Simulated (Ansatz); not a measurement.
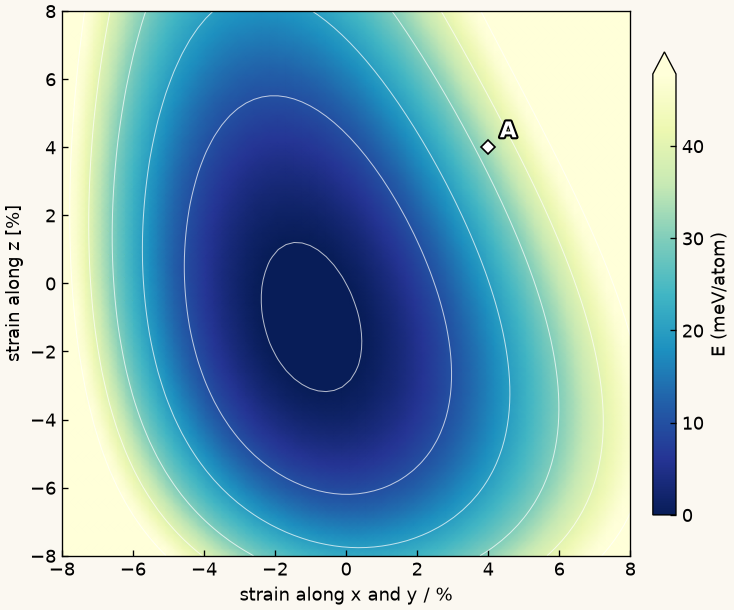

NaCl (Fm-3m, No. 225; 2 atoms in the cell). The cell is strained homogeneously, by one strain along x and y and another along z, with fractional coordinates fixed (x, y and z along the cube axes). Coordinates scanned: (1) strain along x and y; (2) strain along z. Grid: 5 × 5 points. All energies are given in meV/atom relative to the lowest grid point. The reference cell is the one listed in the database, not relaxed at this level. Method: Ansatz, DFT PBEsol, scalar-relativistic, plane waves, PAW. Settings: cutoff 420 eV, k-mesh 8×8×8, gaussian smearing 0.05 eV, no spin polarisation.

Drawn: a smooth colour map with a few white contour lines, one colour for all values above the top of the scale, the point A. Between grid points the surface is interpolated.

Is A at rest? If not, where is it pushed?

A, at strain along x and y = 4 %, strain along z = 4 %, is not a stationary point. The computed force is 8.4 meV/atom for each 1 % towards smaller values of strain along x and y and 4.2 meV/atom for each 1 % towards smaller values of strain along z.
